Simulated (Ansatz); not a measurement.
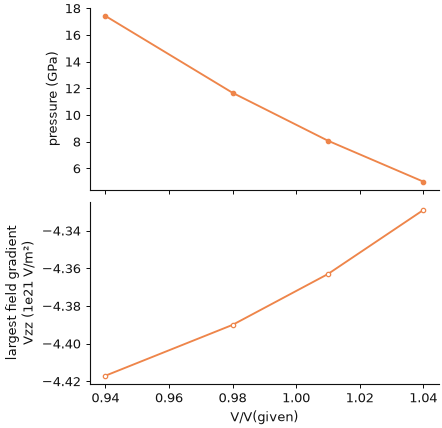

The picture above shows the pressure and largest field gradient Vzz against V/V(given) for SnS₂, space group P-3m1 (No. 164).

Starting cell:
```
CELL_PARAMETERS angstrom
3.59830 0.00000 0.00000
-1.79920 3.11620 0.00000
0.00000 0.00000 5.49400
ATOMIC_POSITIONS crystal
Sn 0.00000 0.00000 0.00000
S 0.66667 0.33333 0.26390
S 0.33333 0.66667 0.73610
```

Calculation (Ansatz 0.2.0): periodic Kohn-Sham DFT of a crystal at fixed atoms, scaled to the stated factor times the given cell; pressure positive in compression. Level: PBE.

method frozen-core PAW; relativity scalar; k mesh 10×10×6; occupations Fermi–Dirac; smearing width 0.01 eV; wave cutoff 420 eV; PAW set soft_2.

V(given) is 20.53 Å³/atom.

Question: Read off the course of the pressure.

Answer: It falls from 17.4 GPa at V/V(given) 0.94 to 5.0 GPa at 1.04.

Question: How does the largest field gradient Vzz vary with V/V(given)?

Answer: It rises from −4.417 1e21 V/m² at V/V(given) 0.94 to −4.329 1e21 V/m² at 1.04.

Keep in mind: field gradient without spin-orbit coupling on heavy atoms; the volumes run don't bracket the minimum of the energy, so any equilibrium value is extrapolated; shape and atomic fractions are frozen while scaling, which makes layered, chain and framework solids too stiff.
